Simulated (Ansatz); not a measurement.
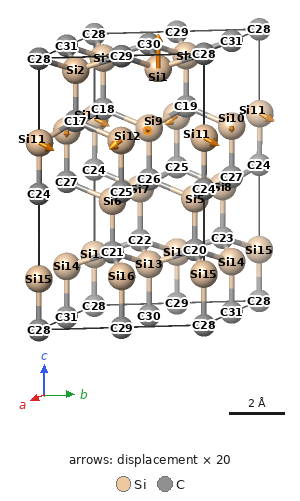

This is a relaxation of a defect cell of composition Si16C15 (cell charge +1). The starting structure is drawn; orange arrows show the displacements, 20 times their true length.

A ball-and-stick model of the cell of the calculation, reduced to other axes, seen slightly off an axis. Lengths and directions refer to the drawn axes.

Case: C vacancy (site b), charge +1, atoms relaxed at the host's cell.

The calculation used Ansatz 0.2.0, DFT PBE, scalar-relativistic, plane waves, PAW. Set-up: plane-wave cutoff 420 eV; k-point mesh 2 × 2 × 2; occupations gaussian; smearing width 0.01 eV; collinear spin; atoms relaxed in a fixed cell; force threshold 0.025 eV/Å; at most 45 steps.

What happened in the run?

Answer. The largest move is that of Si1, 0.065 Å along +c. Largest moves by element: Si 0.065 Å, C 0.013 Å. The lattice vectors keep their values. Near-neighbour distances that change, for instance: Si1–C28 1.895 → 1.871 Å, Si13–C30 1.911 → 1.931 Å, Si11–C24 1.906 → 1.889 Å, Si7–C22 1.923 → 1.938 Å. Bond angles that change, for instance: Si1–C28–Si15 109.5° → 107.2°, C28–Si1–C29 109.3° → 111.4°. The energy falls by 86.9 meV per cell of the calculation in 4 geometry steps. The largest force component goes from 0.75 to 0.0091 eV/Å.

Limits of the set-up: the k-point mesh is coarse for a cell with partly filled bands; the periodic images lie only 6.2 Å apart, so the values are limited by the cell's size; the cell is charged, on a uniform background, and energies carry no finite-size correction.
